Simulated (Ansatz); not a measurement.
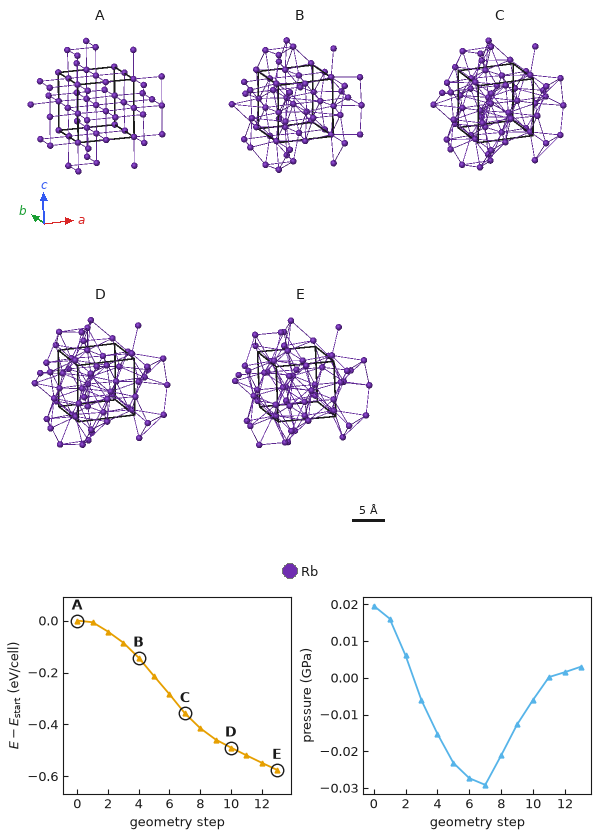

Frames of a relaxation of a crystal of Rb (a generated structure, set up in P1) (coarse preliminary run), marked on the history of the run. The picture is a ball-and-stick view of the cell of the calculation, seen slightly off an axis.

Theory: DFT PBE, scalar-relativistic, plane waves, PAW (Ansatz 0.2.0).

Input
```yaml
crystal:
  lattice:
    - [9.361045766, -0.003805973, 0.0912890459]
    - [-0.003805973, 9.0228148771, 0.1120403132]
    - [0.0912890459, 0.1120403132, 9.3192590168]
  atoms:
    - { symbol: Rb, position: [0.0002691559, 0.0078174961, 0.0008071282] }
    - { symbol: Rb, position: [0.0011953662, 0.0008247424, 0.504166723] }
    - { symbol: Rb, position: [0.0090666277, 0.4993551609, 0.0042326605] }
    - { symbol: Rb, position: [-0.0054787811, 0.5047076507, 0.4945804756] }
    - { symbol: Rb, position: [0.4977568545, -0.0124932944, 0.0008202398] }
    - { symbol: Rb, position: [0.4998992903, -0.0029868107, 0.4963911065] }
    - { symbol: Rb, position: [0.4996202646, 0.502757056, 0.0037998134] }
    - { symbol: Rb, position: [0.4976712219, 0.500017999, 0.4952018531] }
basis:
  ecutwfc: 420
kpoints:
  mp_grid: { grid: [4, 4, 4] }
hamiltonian:
  xc: pbe
scf:
  occupations: { method: gaussian, width: 0.2 }
  lower_state_search: "off"
output:
  forces: true
  stress: true
  eigenvalues: true
relax:
  adjacent_minimum: "off"
  f_tol: 0.025
  max_steps: 60
  cell: { stress_tol: 0.25 }
```

Run as
```bash
ansatz run input.yaml --threads 1 --pin off --max-ram 3072MiB --backend cpu --events-out ev --progress --plain --runs-dir out
```

What happens along the run?

Answer. The run was cut off at its time limit before the program reported convergence, but its last step already meets the force threshold: the largest component is 0.019 eV/Å against 0.025 eV/Å. The pressure is within 0.01 GPa of its target. The largest move relative to the cell is that of Rb8, 1.73 Å along [−3 1 −1]. The volume changes by −4.4 %, with a 9.361 → 9.698 Å (+3.6 %), b 9.024 → 8.893 Å (−1.4 %), c 9.320 → 8.790 Å (−5.7 %), α 88.6° → 82.7°, β 88.9° → 90.2°, γ 90.0° → 89.1°. Near-neighbour distances that change, for instance: Rb4–Rb5 7.853 → 5.620 Å, Rb4–Rb6 6.511 → 4.897 Å, Rb1–Rb6 6.513 → 4.962 Å, Rb2–Rb5 6.623 → 5.080 Å. Among the angles between lasting bonds that change: Rb8–Rb7–Rb8 179.2° → 113.9°, Rb8–Rb6–Rb8 179.4° → 116.1°, Rb3–Rb4–Rb3 176.4° → 122.5°. The space group stays P1 (No. 1). Over 13 geometry steps the energy falls by 0.576 eV per cell of the calculation. The largest force component goes from 0.066 to 0.019 eV/Å. Pressure: 0.02 GPa at the start and 0.00 GPa at the end. From step 0 to 4: Rb7 moves most (0.62 Å), energy −0.143 eV per cell of the calculation. From step 4 to 7: Rb atoms move most (0.52 Å), volume −1.0 %, energy −0.214 eV per cell of the calculation. From step 7 to 10: Rb8 moves most (0.55 Å), volume −2.3 %, energy −0.132 eV per cell of the calculation. From step 10 to 13: Rb atoms move most (0.51 Å), volume −1.2 %, energy −86.1 meV per cell of the calculation.
